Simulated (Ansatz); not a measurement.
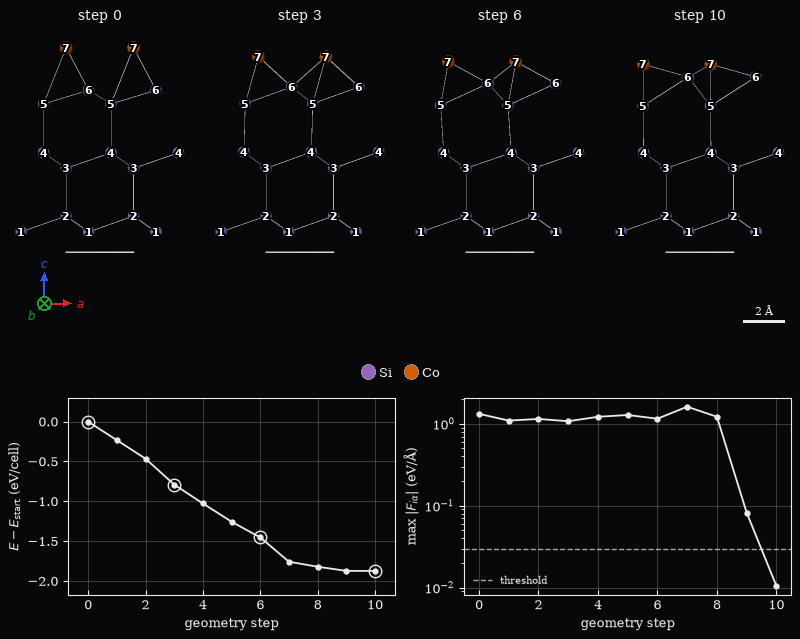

Frames of a constrained relaxation of a slab of composition CoSi$_{6}$ (cut from the Fd-3m phase), marked on the history of the run. Style: ball-and-stick. Shown: the cell of the calculation, outlined in the plane, without the vacuum, along the b axis.

Case: Co put at a bridge Si-Si site. The slab is the (1 1 1) face of Si with Co on it. 3 atoms are held fixed.

Computed with Ansatz 0.2.0, DFT PBEsol, scalar-relativistic, plane waves, PAW.

Input file:
```yaml
crystal:
  lattice:
    - [3.8417168264, 0.0, 0.0]
    - [-1.9208584132, 3.3270243658, 0.0]
    - [0.0, 0.0, 26.0576844708]
  atoms:
    - { symbol: Si, position: [0.3333333333, 0.6666666667, 0.3261993601] }
    - { symbol: Si, position: [0.0, 0.0, 0.3562936366] }
    - { symbol: Si, position: [0.0, 0.0, 0.4465764664] }
    - { symbol: Si, position: [0.6666666667, 0.3333333333, 0.4759187092] }
    - { symbol: Si, position: [0.6666666667, 0.3333333333, 0.5684833002] }
    - { symbol: Si, position: [0.3333333333, 0.6666666667, 0.5943515514] }
    - { symbol: Co, position: [0.0, 0.5, 0.6749419815], spin: 3.0 }
basis:
  ecutwfc: 420
kpoints:
  mp_grid: { grid: [9, 9, 1] }
hamiltonian:
  xc: pbesol
scf:
  occupations: { method: gaussian, width: 0.05 }
output:
  forces: true
  eigenvalues: true
  populations: true
  write_density: true
  write_potential: true
  elf: true
  volumetric_format: npy
magnetization:
  spin_polarized: true
relax:
  adjacent_minimum: "off"
  f_tol: 0.03
  max_steps: 70
  constraints: [{ sites: [0, 1, 2] }]
efield:
  axis: 3
  dipole_correction: true
  ramp_width: 0.04
```

Launched with:
```bash
ansatz run input.yaml --threads 1 --pin off --max-ram 2560MiB --backend cpu --events-out ev --progress --plain --runs-dir out
```

What happens along the run?

Answer. Over 10 geometry steps the energy falls by 1.873 eV per cell of the calculation. Largest force component: 1.3 eV/Å at the start, 0.011 eV/Å at the end. The largest move is that of Co7, 1.39 Å at 54° to the normal (−c side). Largest moves by element: Co 1.39 Å, Si 0.65 Å. The cell doesn't change. Among the contacts that change: Si6–Co7 3.608 → 2.306 Å, Si5–Co7 2.988 → 2.056 Å, Si5–Si6 2.318 → 2.654 Å, Si5–Si6 (another image) 2.318 → 2.633 Å. New bonds form: Si6–Co7 (3.61 → 2.31 Å). Among the angles between lasting bonds that change: Si5–Si6–Si5 111.9° → 93.2°, Si5–Si6–Si5 111.9° → 93.7°, Si4–Si5–Si6 106.9° → 123.3°. The program noted that the starting moments weren't kept. Cost: 12 min on 1 thread of Intel(R) Xeon(R) Platinum 8375C CPU @ 2.90GHz (Ice Lake), with other jobs on the host, peak memory 0.94 GiB. From step 0 to 3: Co7 moves most (0.58 Å), energy −0.789 eV per cell of the calculation. From step 3 to 6: Co7 moves most (0.55 Å), energy −0.663 eV per cell of the calculation. From step 6 to 10: Si6 moves most (0.32 Å), energy −0.420 eV per cell of the calculation.

Limits of the set-up: the periodic images lie only 3.8 Å apart, so the values are limited by the cell's size.
